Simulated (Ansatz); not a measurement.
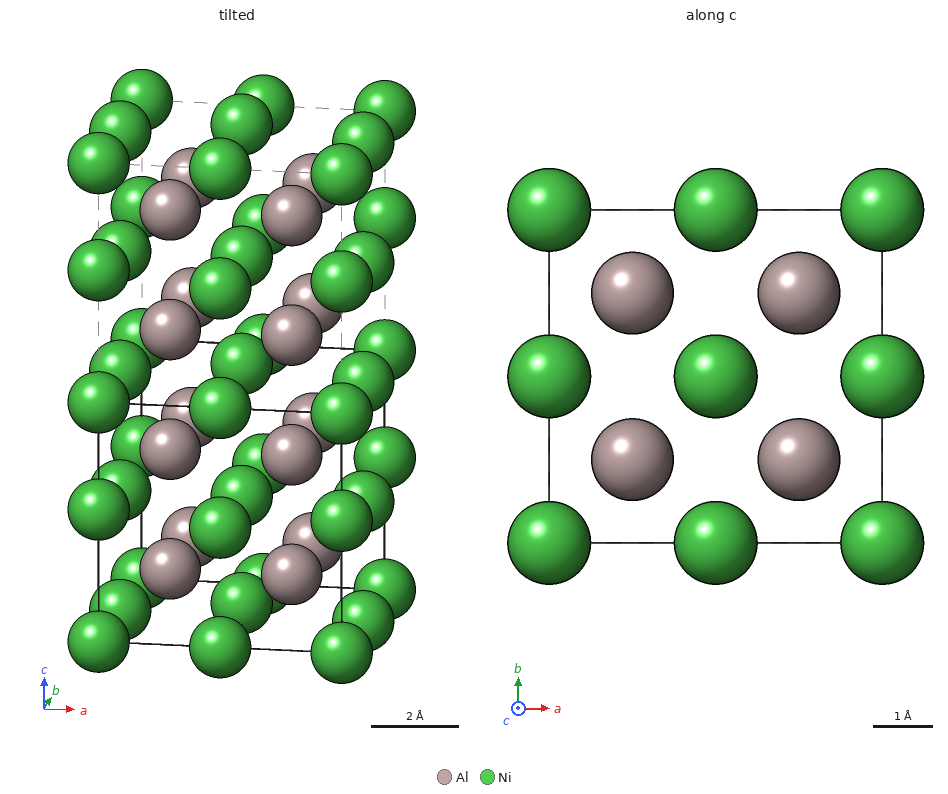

Spheres-only drawing of the structure, looking slightly off an axis and along the c axis. Shown are 1×1×2 repeats of the conventional unit cell, one of them outlined in solid lines.

Formula: AlNi. Space group I4mm (No. 107), lattice body-centred tetragonal. With Z = 8, the cell contains 8 Al, 8 Ni.

The cell started as a structure listed in the Materials Project. The cell was then strained or its atoms displaced on purpose. It went into a calculation with Ansatz.

At this level of theory the cell isn't at rest (forces up to 2.4 eV/Å), so its distances can differ from those at equilibrium, the more so the softer the solid.
